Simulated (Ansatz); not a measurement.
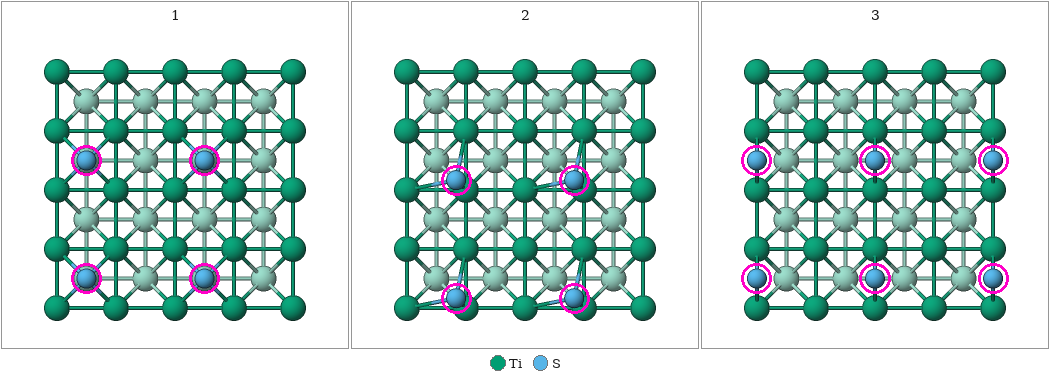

S on a Ti(100) slab cut from the Fm-3m phase, its upper half relaxed before the scan (12 atoms of substrate and one adsorbate in a 2 × 2 cell). S is moved over the surface cell; relaxed at each place: the height of the adsorbate's atoms; substrate rigid; the origin of the map has the adsorbate above Ti9. Places are given modulo a cell vector. The map is drawn in real space over the plane of the surface. The scan uses a 6 × 6 grid; 10 points were computed and 26 follow by symmetry. Places are given in fractions of the 1 × 1 surface cell. Energies: eV, counted from the lowest grid point. The calculation used Ansatz 0.2.0, DFT PBE, scalar-relativistic, plane waves, PAW. Settings: cutoff 420 eV, k-mesh 5×5×1, gaussian smearing 0.1 eV, no spin polarisation.

The numbered pictures are structures from this grid. Rings mark the moved atoms.

### Which is the most stable, and how do the others follow?

1, at a fourfold hollow over a second-layer Ti atom, (3/6, 3/6) of the cell vectors: 0.00 eV; 3, at a bridge site between two Ti atoms, (0/6, 3/6) of the cell vectors: 1.07 eV; 2, at (5/6, 1/6) of the cell vectors [nearest 1 Ti at 2.19 Å]: 1.61 eV.

The map, with the structures marked:

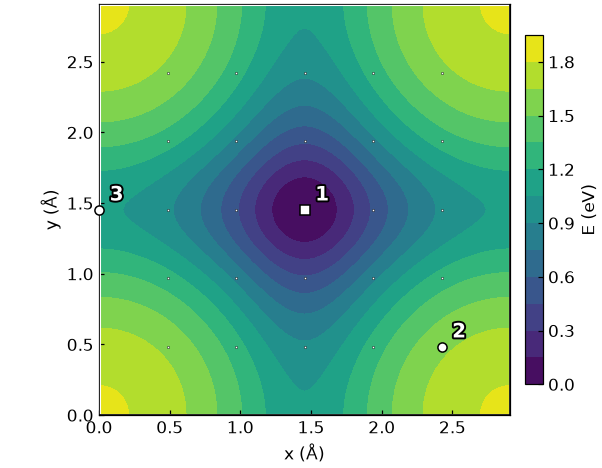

The picture shows filled contours, dots at the grid points, the outline of one cell of the plane. Between grid points the surface is interpolated.

PAW datasets: the set soft_1.
